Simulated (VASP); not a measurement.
System: fcc Ti, space group Fm-3m, 1 atom in the primitive cell. The cell is scaled at fixed shape and fractional positions; at the middle volume, cubic a = 4.051 Å. VASP; PBEsol, VASP PAW PBE potentials, release 64 (Ti_sv), no spin polarisation, no spin-orbit coupling, 10×10×10 k mesh, 520 eV cutoff, Fermi-Dirac smearing of 0.05 eV.

It is a metal. At 16.62 Å³/atom some levels near the Fermi level are Γ triple above at +0.90 eV, X single below at −1.83 eV, L single below at −2.70 eV and Γ band bottom at −6.21 eV (named by k point, degeneracy and side).

How does each level move against the Fermi level from 15.96 Å³/atom to 17.29 Å³/atom?

Answer. Γ triple above goes from +0.93 to +0.88 eV, X single below goes from −1.96 to −1.72 eV, L single below goes from −2.80 to −2.61 eV and Γ band bottom goes from −6.29 to −6.11 eV. The Fermi level lies 6.29 eV above the band bottom at the smallest volume and 6.11 eV at the largest, a power law of about V^−0.36.

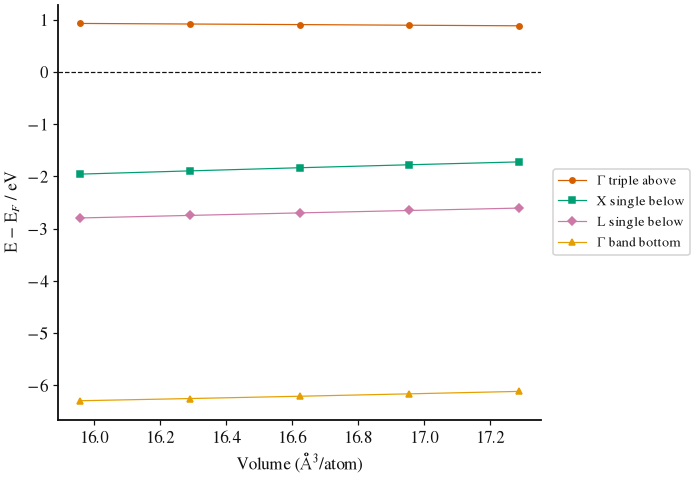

Levels at named k points against volume, from the Fermi level of each run. Each is named by its point, its degeneracy (spin aside) and its side of the Fermi level at the middle volume, where it is the nearest level on that side; the band bottom is the lowest valence level above the core-like shells.

```
       volume  Γ triple above (eV)  X single below (eV)  L single below (eV)  Γ band bottom (eV)
15.96 Å³/atom                 0.93                −1.96                −2.80               −6.29
16.29 Å³/atom                 0.92                −1.90                −2.75               −6.25
16.62 Å³/atom                 0.90                −1.83                −2.70               −6.21
16.96 Å³/atom                 0.89                −1.78                −2.65               −6.16
17.29 Å³/atom                 0.88                −1.72                −2.61               −6.11
```

The PAW data sets were made with another functional. This isn't the form of Ti at room conditions, which is hcp. The k mesh is thin for a metal, so its Fermi level is uncertain. The Fermi level is that of this mesh and smearing. The pressure runs from 5 to −4 GPa along the series.
